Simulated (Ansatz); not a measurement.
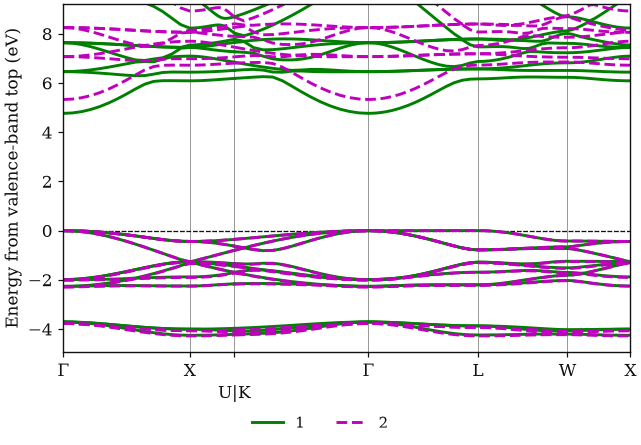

Band structures of HfSiO₄, space group F-43m (No. 216), 6 atoms in the cell, by two methods on the same cell. Each is counted from its own valence-band top.

Which curve is which? The methods: r2SCAN, PBE.

Answer. 1 is PBE; 2 is r2SCAN. PBE gives a gap of 4.76 eV along the path and r2SCAN gives a gap of 5.33 eV along the path.

Settings. PBE: DFT PBE, scalar-relativistic, plane waves, PAW, no spin polarisation, 6×6×6 k mesh, 420 eV cutoff, Gaussian smearing of 0.02 eV (Ansatz). r2SCAN: DFT r2SCAN, scalar-relativistic, plane waves, PAW, no spin polarisation, 6×6×6 k mesh, 500 eV cutoff (Ansatz).

The structure is an invented one, so it need not be a known or stable phase. Spin-orbit coupling is left out, which matters for Hf.
